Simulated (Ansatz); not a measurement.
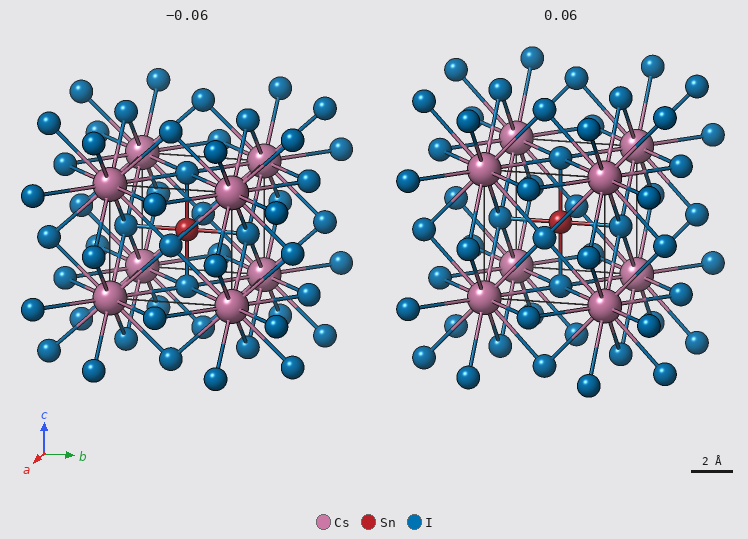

Crystalline CsSnI$_{3}$ (set up in Pm-3m), under uniaxial strain along c (a, b relaxed, atoms fixed by symmetry), with energies (extrapolated to zero smearing) counted from the relaxed crystal, which is the row at zero. The picture shows the first and the last member. Style: ball-and-stick. Shown: the cell of the calculation, slightly off an axis.

Computed with Ansatz 0.2.0: DFT PBEsol, scalar-relativistic, plane waves, PAW. (plane-wave cutoff 420 eV; k-point mesh 6 × 6 × 6; occupations gaussian; smearing width 0.01 eV; no spin polarisation; force threshold 0.008 eV/Å)

| strain | energy (meV/atom) | a (Å) | c (Å) |
| --- | --- | --- | --- |
| −0.06 | 28.86 | 6.173 | 5.766 |
| −0.04 | 11.83 | 6.159 | 5.889 |
| −0.02 | ? | ? | ? |
| 0.0 | 0.00 | 6.134 | 6.134 |
| 0.02 | 2.26 | 6.125 | 6.257 |
| 0.04 | 8.52 | 6.114 | 6.379 |
| 0.06 | 17.86 | 6.105 | 6.502 |

One row is withheld. What does the calculation give there?

Answer. A parabola through three neighbouring rows (−0.06, −0.04, 0.0) gives, with Lagrange weights, (−0.3333)(28.86) + (1.0000)(11.83) + (0.3333)(0.00) = 2.21 meV/atom. The calculation gives 2.80 meV/atom (a = 6.146 Å, c = 6.011 Å). The estimate is 0.59 meV/atom too low. From the first member to the last: I–Sn 2.883 → 3.251 Å, Cs–I 4.224 → 4.459 Å, Cs–I 4.365 → 4.317 Å.

The whole series:

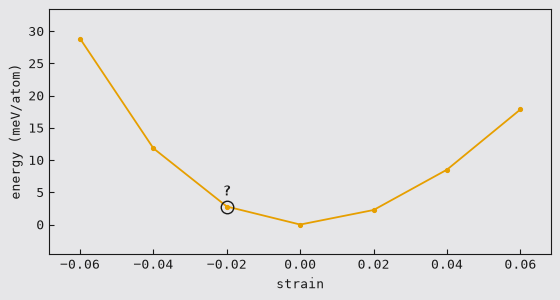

Each member starts from this one structure; whether another phase lies lower wasn't checked.
